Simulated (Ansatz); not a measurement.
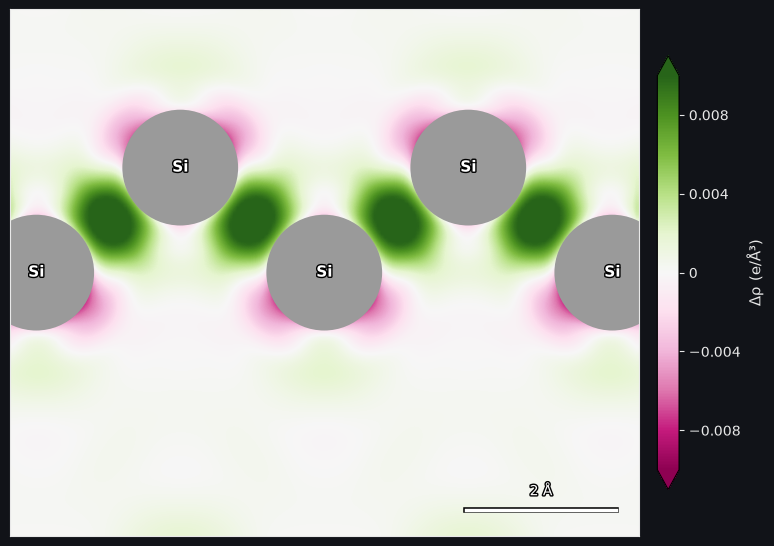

Si: difference of two self-consistent densities at the same geometry, ρ(r2SCAN) − ρ(PBE), on the (100) plane of the conventional cell. Grey discs cover the cores, where the PAW densities can't be compared. Cores are masked to 0.8 Å (Si).

Space group C2/m. This isn't the usual form at ambient conditions. The cell comes from a database of computed structures, not from a measurement.

Both runs: Ansatz, scalar-relativistic, plane waves and PAW, same cutoff, k-points and PAW files (made with PBE).

```cif
data_structure
_symmetry_space_group_name_H-M 'P 1'
_symmetry_Int_Tables_number 1
_cell_length_a 13.8285
_cell_length_b 3.8459
_cell_length_c 6.3330
_cell_angle_alpha 90.000
_cell_angle_beta 96.773
_cell_angle_gamma 90.000
_cell_volume 334.46
loop_
_atom_site_label
_atom_site_type_symbol
_atom_site_fract_x
_atom_site_fract_y
_atom_site_fract_z
_atom_site_occupancy
Si1 Si 0.05553 0.00000 0.87396 1
Si2 Si 0.55553 0.50000 0.87396 1
Si3 Si 0.44447 0.50000 0.12604 1
Si4 Si 0.94447 0.00000 0.12604 1
Si5 Si 0.05900 0.50000 0.65340 1
Si6 Si 0.55900 0.00000 0.65340 1
Si7 Si 0.44100 0.00000 0.34660 1
Si8 Si 0.94100 0.50000 0.34660 1
Si9 Si 0.21274 0.00000 0.05731 1
Si10 Si 0.71274 0.50000 0.05731 1
Si11 Si 0.28726 0.50000 0.94269 1
Si12 Si 0.78726 0.00000 0.94269 1
Si13 Si 0.22711 0.50000 0.58558 1
Si14 Si 0.72711 0.00000 0.58558 1
Si15 Si 0.27289 0.00000 0.41442 1
Si16 Si 0.77289 0.50000 0.41442 1
```

> How does the change of level move the electrons?

Against PBE, and outside the masked cores, the largest gain, 0.013 e/Å³, lies 1.2 Å from a silicon nucleus, and the largest loss lies at the edge of the masked core of Si.
- At this volume the pressure is 1 GPa with PBE and 0 GPa with r2SCAN.
- The gap on the mesh is 0.27 eV with PBE and 0.41 eV with r2SCAN.
